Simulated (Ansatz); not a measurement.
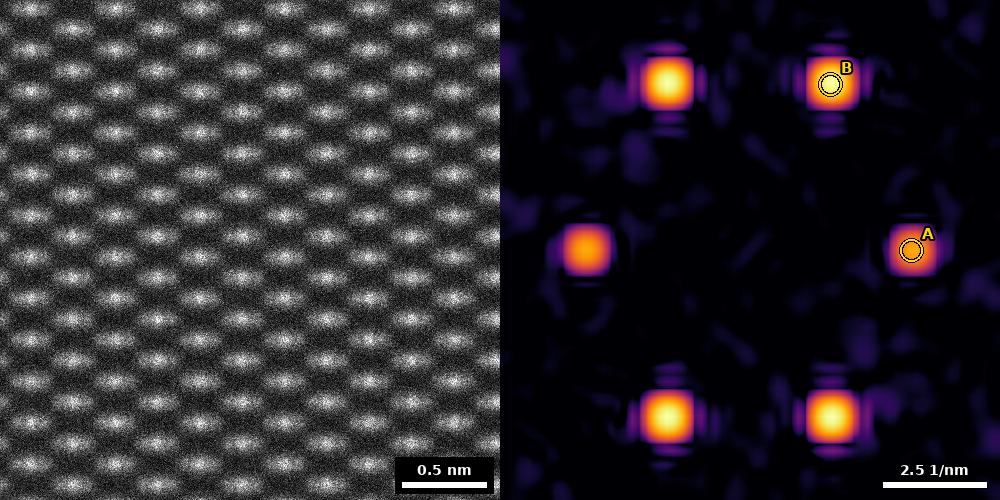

Integrated-DPC-like image of Ti (P6_3/mmc, No. 194) along [201]. Simulated as the projected potential of neutral atoms (B = 0.8 Å²) blurred by a 0.50 Å probe, the thin-sample limit of integrated differential phase contrast. Shot noise was added. Model: the geometry relaxed with DFT, r2SCAN, plane waves (500 eV) with PAW, scalar-relativistic in Ansatz 0.2.0; the starting structure was generated, so it need not be a known form of this composition.

The right panel is the modulus of the image's Fourier transform on a logarithmic scale.

a = 2.931 Å, b = 2.931 Å, c = 9.371 Å, α = 90.00°, β = 90.00°, γ = 120.00°

Question: Index the marked spots and give their plane spacings (the zone axis points at the viewer; indices equivalent by symmetry, or all signs reversed, are as good).

Answer: A: (0 -1 0), d = 2.54 Å; B: (1 -1 -2), d = 2.23 Å. A and B enclose 64°, and every spot obeys the zone law hu + kv + lw = 0 for [201].
